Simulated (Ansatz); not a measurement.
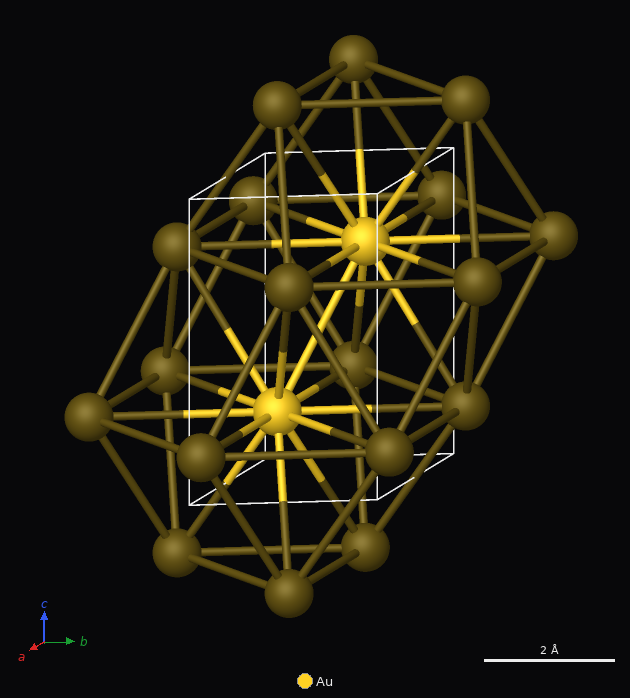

An orthographic ball-and-stick view of the structure, slightly off an axis. Atoms at the boundary of the unit cell (the box) are drawn once for each face, edge or corner they touch. Atoms just outside the outline that bond to atoms inside are added, in fainter colours.

Au, a = 2.920 Å, b = 2.917 Å, c = 4.887 Å, α = 90.00°, β = 90.00°, γ = 120.04°. Within 0.01 Å the space group is P6_3/mmc (No. 194), primitive hexagonal: hexagonal close-packed (Mg type). The model was built from a structure type filled with this element by a generator (whether the element takes this form wasn't checked). Earlier steps of the study may have refined or changed the cell and positions. Ansatz was used for an electronic-structure calculation on it.

This one geometry was computed with Ansatz (DFT, plane waves, PAW) at three levels of theory: r2SCAN, PBE and LDA.

Which level gives the highest pressure at this volume, and what does that say about its equilibrium volume?

Highest: PBE (0.0 GPa), which points to the largest equilibrium volume. Lowest, with the smallest volume: LDA (-12.4 GPa). Levels within 0.5 GPa of each other can't be told apart.

How does the band gap change with the level of theory?

All levels give a metal.

Collect the results in a table.

| level | cutoff (eV) | k-mesh of the run's cell | gap (eV) | pressure (GPa) |
| --- | --- | --- | --- | --- |
| r2SCAN | 500 | 22×22×12 | metal | -3.4 |
| PBE | 420 | 22×22×12 | metal | 0.0 |
| LDA | 420 | 22×22×12 | metal | -12.4 |

Gaps are taken on the k-mesh or band path of each run.
